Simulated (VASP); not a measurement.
HfO2 (space group P4_2/mnm, No. 136): the end point of a relaxation with VASP Kohn-Sham DFT of a periodic cell, PBE, VASP PAW PBE potentials, materialsproject (VASP).

Space group P4_2/mnm (No. 136). a = 4.858 Å, b = 4.858 Å, c = 3.224 Å, α = 90.00°, β = 90.00°, γ = 90.00°
```json
{"atom": "Hf", "site": "2a", "symmetry": "m.mm", "x": "0.5000", "y": "0.5000", "z": "0.5000"}
{"atom": "O", "site": "4f", "symmetry": "m.2m", "x": "0.8053", "y": "0.1947", "z": "0.5000"}
```

Bonds are taken as Hf–O below 2.4 Å. Atoms with one bond or none are removed and atoms with two bonds are replaced by edges, until no such atom is left.

What net does this leave?

The result is a binodal (3,6)-connected, three-periodic net: O is a 3-connected node; Hf is a 6-connected node, in the ratio 2:1. It is the rtl net, known from rutile. It is a single net, without interpenetration.

| node | links | point symbol | coordination sequence |
| --- | --- | --- | --- |
| O | 3 | 4·6² | 3 14 19 62 |
| Hf | 6 | 4²·6¹⁰·8³ | 6 10 38 34 |

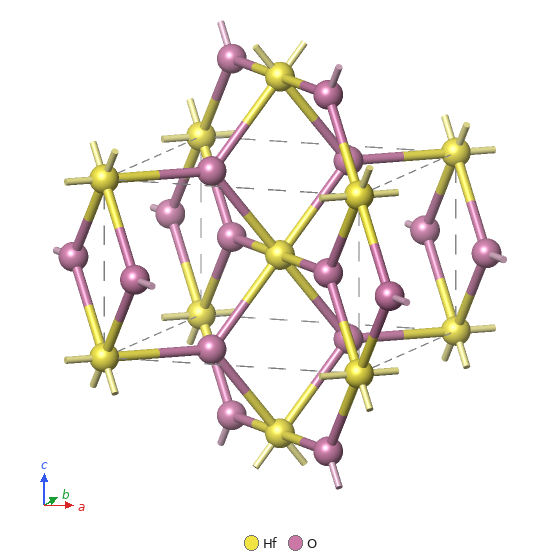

Nodes are coloured by topological kind. Short stubs are edges that leave the cut-out.
